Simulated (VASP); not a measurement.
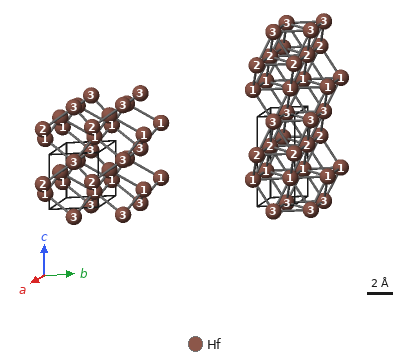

Two geometries of a crystal of Hf (a generated structure, set up in P3_121), drawn at one scale. One is the start of a relaxation, the other its converged end. A ball-and-stick model of the cell of the calculation, repeated 2 × 2 × 2 with one cell outlined, seen slightly off an axis.

Method: Kohn-Sham DFT of a periodic cell, PBEsol, VASP PAW PBE potentials, recommended in VASP 6.6.1. (plane-wave cutoff 600 eV; k-point mesh 6 × 6 × 4; occupations gaussian; smearing width 0.1 eV; no spin polarisation)

> Which one is relaxed?

The right one is the relaxed one. The run lets cell and atoms move. The largest moves relative to the cell, 0.34 Å, are those of Hf1, Hf2 and Hf3. Hf2 goes along +b. The volume changes by −5.7 %, with a = b 4.108 → 3.119 Å (−24.1 %), c 4.661 → 7.628 Å (+63.6 %). Near-neighbour distances that change, for instance: Hf1–Hf2 3.497 → 5.397 Å, Hf1–Hf1 4.108 → 3.119 Å, Hf1–Hf2 (another image) 2.233 → 3.120 Å, Hf1–Hf2 (another image) 3.233 → 3.113 Å. Among the angles between lasting bonds that change: Hf2–Hf1–Hf3 65.5° → 120.2°, Hf2–Hf1–Hf3 81.2° → 120.0°, Hf2–Hf1–Hf2 95.7° → 60.0°. The space group stays P3_121 (No. 152). Over 47 geometry steps the energy falls by 2525 meV per atom. Largest force component: 7 eV/Å at the start, 0.01 eV/Å at the end. The pressure goes from 15.57 to 0.03 GPa.
